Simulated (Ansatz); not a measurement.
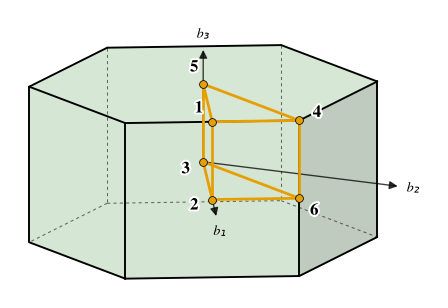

Crystal: Ir, the end point of a relaxation with DFT PBEsol, scalar-relativistic, plane waves, PAW (Ansatz 0.2.0). The first Brillouin zone of a primitive hexagonal lattice (hP; extended symbol hP2) is drawn with its special points numbered. The drawing is computed from the coordinates (standard cell, symmetry found to 0.002 Å).

a = 2.715 Å, b = 2.715 Å, c = 4.419 Å, α = 90.00°, β = 90.00°, γ = 120.00°.

Labels and path follow the convention of Hinuma et al. (2017), as computed by seekpath; the arrows show the directions of the reciprocal primitive vectors b₁, b₂, b₃, in which coordinates are given.

Give the label and coordinates of each numbered point.

Answer.
```csv
no.,label,coordinates
1,L,"(1/2, 0, 1/2)"
2,M,"(1/2, 0, 0)"
3,Γ,"(0, 0, 0)"
4,H,"(1/3, 1/3, 1/2)"
5,A,"(0, 0, 1/2)"
6,K,"(1/3, 1/3, 0)"
```
